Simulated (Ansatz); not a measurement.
# Zn: 7 runs along one coordinate

System: Zn (3 atoms in the cell).
Method: Kohn-Sham DFT of a periodic cell, r2SCAN, Ansatz PAW, no spin polarisation (Ansatz 0.2.0).

The 7 runs differ only in the geometry, by an even scaling of the cell at fixed fractional positions. The structure derives from a Materials Project entry.

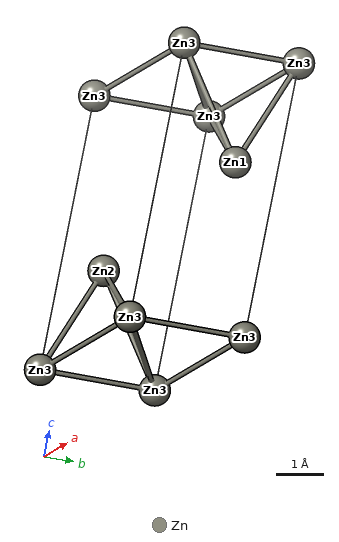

Figure 1. The structure of run 4 (ball-and-stick view of the reduced cell, seen at an oblique angle; atoms are numbered from 1 in the order of the input). An atom can appear more than once, as a periodic image.

**Input of run 4**
```yaml
crystal:
  lattice:
    - [2.2681701736, -1.30848701, 0.0]
    - [2.2681701736, 1.30848701, 0.0]
    - [-1.5917165425, 0.0, 7.3004081919]
  atoms:
    - { symbol: Zn, position: [0.77801786, 0.77801786, 0.33450498] }
    - { symbol: Zn, position: [0.22198214, 0.22198214, 0.66549502] }
    - { symbol: Zn, position: [0.0, 0.0, 0.0] }
hamiltonian:
  xc: r2scan
  pseudopotentials: { kind: paw }
kpoints:
  mp_grid: { grid: [12, 12, 4] }
scf:
  occupations: { method: fermi_dirac, width: 0.05 }
output:
  forces: true
  stress: true
  eigenvalues: true
```

Command:
```bash
ansatz run input.yaml --threads 2 --pin off --max-ram 5632MiB --backend cpu --events-out ev --progress --plain --runs-dir out
```

Run 2 differs from it as follows:
```diff
-    - [2.2681701736, -1.30848701, 0.0]
-    - [2.2681701736, 1.30848701, 0.0]
-    - [-1.5917165425, 0.0, 7.3004081919]
+    - [2.2375154675, -1.2908025853, 0.0]
+    - [2.2375154675, 1.2908025853, 0.0]
+    - [-1.5702042224, 0.0, 7.2017419322]
```

**Results, with one run withheld**

| run | volume per atom (Å³) | free energy per atom, from the lowest run given (meV) | pressure (GPa) |
| --- | --- | --- | --- |
| 1 | 13.578 | 15.70 | 6.32 |
| 2 | 13.867 | ? | ? |
| 3 | 14.156 | 1.44 | 1.77 |
| 4 | 14.444 | 0.00 | −0.13 |
| 5 | 14.733 | 1.78 | −1.81 |
| 6 | 15.022 | 6.40 | −3.28 |
| 7 | 15.311 | 13.51 | −4.58 |

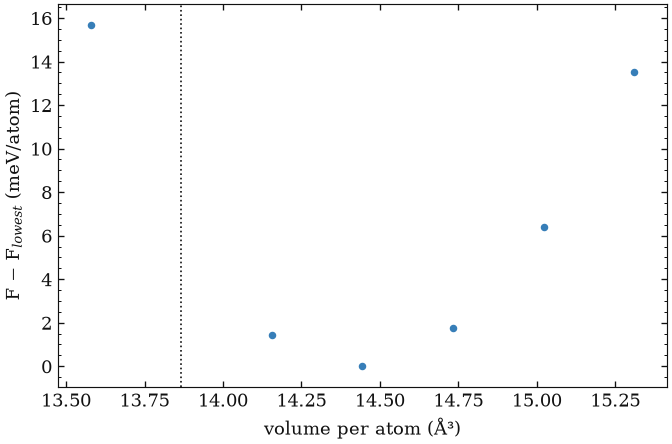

Figure 2. Free energy per atom of the runs given; the dotted line marks run 2.

Fit the runs given and predict run 2.

A cubic polynomial in V^(−2/3) (the Birch–Murnaghan form), fitted to the 6 runs given, misses them by at most 0.01 meV per atom. With x = V^(−2/3) − 0.16800 Å⁻², it reads F = 0.18604 − 489.08 x + 3.1614e+05 x² + 1.1576e+06 x³ (meV per atom). At run 2 it gives 6.51 meV per atom, and the run itself gives 6.52. The slope of the fit gives a pressure −dF/dV of 3.91 GPa there, and the run prints 3.91 GPa. The fit has its minimum at 14.423 Å³ per atom, where V d²F/dV² gives 89.7 GPa. Cell shape and fractional positions are held, so this is the stiffness under even scaling; the relaxed bulk modulus wasn't computed.

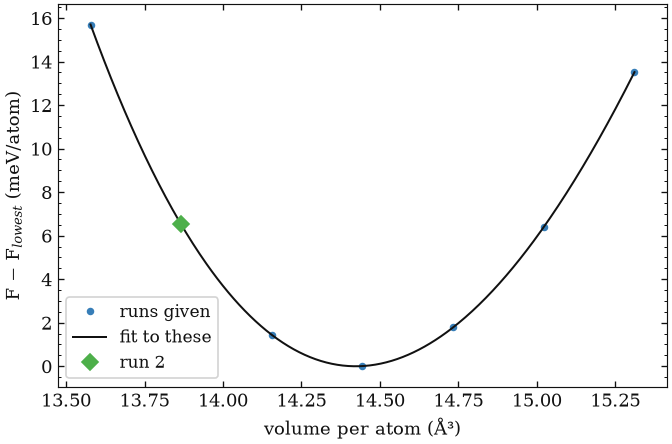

Figure 3. The fit and the withheld run.

**Output, shortened to warnings, some set-up lines, iterations and results (run 2)**
```
Basis set: ecut = 500 eV, 1059 PW (Γ), exchange–correlation on 80×80×216 points (64 copies of the dense FFT grid, shifted against one another)
Symmetry: 4 space group operations
k-points: 164 of 576
Initial density: superposition of atomic densities (neutral atoms: chi_scale 0, normalization atom), corrected by the library's trained network
[...]
SCF iter   1: F=—  HF=-9976.976788 eV  |F-HF|=—  |Δ(HF+E_count)|=         —  Δρ=2.26e-2  dr2=1.03e-1  dr2_τ=4.25e-3  ethr=1.77e-3  ⟨swp⟩=5.6  Hψ=16608  notcnv=0
SCF iter   2: F=—  HF=-9976.963149 eV  |F-HF|=—  |Δ(HF+E_count)|=   1.36e-2  Δρ=1.57e-3  dr2=5.22e-4  dr2_τ=4.63e-4  ethr=2.86e-4  ⟨swp⟩=2.9  Hψ=8813  notcnv=0
SCF iter   3: F=—  HF=-9976.959200 eV  |F-HF|=—  |Δ(HF+E_count)|=   3.95e-3  Δρ=2.83e-3  dr2=1.70e-3  dr2_τ=4.97e-6  ethr=1.45e-6  ⟨swp⟩=3.3  Hψ=9655  notcnv=0
SCF iter   4: F=—  HF=-9976.958635 eV  |F-HF|=—  |Δ(HF+E_count)|=   5.65e-4  Δρ=2.71e-4  dr2=6.97e-5  dr2_τ=4.51e-7  ethr=1.45e-6  ⟨swp⟩=2.0  Hψ=6570  notcnv=0
SCF iter   5: F=—  HF=-9976.958653 eV  |F-HF|=—  |Δ(HF+E_count)|=   1.78e-5  Δρ=2.55e-4  dr2=1.02e-4  dr2_τ=2.85e-7  ethr=1.94e-7  ⟨swp⟩=2.0  Hψ=6492  notcnv=0
SCF iter   6: F=—  HF=-9976.958642 eV  |F-HF|=—  |Δ(HF+E_count)|=   1.08e-5  Δρ=8.04e-5  dr2=7.14e-6  dr2_τ=1.04e-8  ethr=1.94e-7  ⟨swp⟩=1.6  Hψ=3920  notcnv=0
SCF iter   7: F=—  HF=-9976.958644 eV  |F-HF|=—  |Δ(HF+E_count)|=   1.30e-6  Δρ=2.13e-5  dr2=2.70e-7  dr2_τ=1.07e-9  ethr=1.98e-8  ⟨swp⟩=2.8  Hψ=6560  notcnv=0
SCF iter   8: F=-9976.958644 eV  HF=-9976.958644 eV  |F-HF|=1.87e-8  |Δ(HF+E_count)|=   4.20e-8  Δρ=6.53e-6  dr2=1.95e-8  dr2_τ=1.63e-10  ethr=2.78e-10  ⟨swp⟩=6.0  Hψ=18435  …
SCF 1 converged in 8 iterations: F = -9976.958644 eV  dr2 = 1.95e-8
SCF converged after 8 iterations
Free energy (F): -9976.958644 eV
Harris-Foulkes:  -9976.958644 eV  (|F-HF|=1.87e-8)
Internal energy: -9976.952133 eV  (E = F + TS)
E sigma→0 (E₀):  -9976.955388 eV
Entropy (-TS):   -0.006511 eV (-2.170 meV/atom)
Fermi energy:    12.444371 eV
--- Per-component energies (eV) ---
  E_band       = 173.860647
  E_kinetic    = 393.840066
  E_local      = -4442.829164  (includes V_loc(G=0)·N_el)
  E_nonlocal   = 1839.155288
  E_hartree    = 1874.108837
  E_xc         = -375.582542
  E_vxc        = -166.976798  (∫ρ·V_xc dr)
  E_paw        = -5536.091970  (= ΣΔE_a)
  E_vpaw       = -1207.289273  (= ΣTr[D̂ρ^β])
  E_aug_tail   = -0.000152  (compensation charges beyond the density's cutoff)
  E_vtau       = 9.745213  (kinetic-family band-sum trace: ∫τ·v_τ [+ j·A + Jᵃ·Aᵃ] dr)
  E_ewald      = -3729.004640
  E_core_change = -0.547856  (= ΣΔE_core)
  E_smearing   = -0.006511  (= −TS)
  E_closure    = 0.000000  (closes the sum)
  Σ components = -9976.958644   (vs F -9976.958644, Δ=0.00e0)
--- Forces (eV/Å), atoms counted from 1 ---
  atom   1  Zn    -0.00212642     0.00000000    -0.00949568
  atom   2  Zn     0.00212642    -0.00000000     0.00949568
  atom   3  Zn     0.00000000     0.00000000    -0.00000000
  max |Σ_I F_I| component: 1.73e-18 eV/Å
--- Stress (GPa, compression-positive) ---
        2.239720      -0.000000      -0.157685
       -0.000000       2.244138       0.000000
       -0.157684       0.000000       7.240782
  P = ⅓ Tr σ = 3.9082 GPa (39.082 kbar)
```
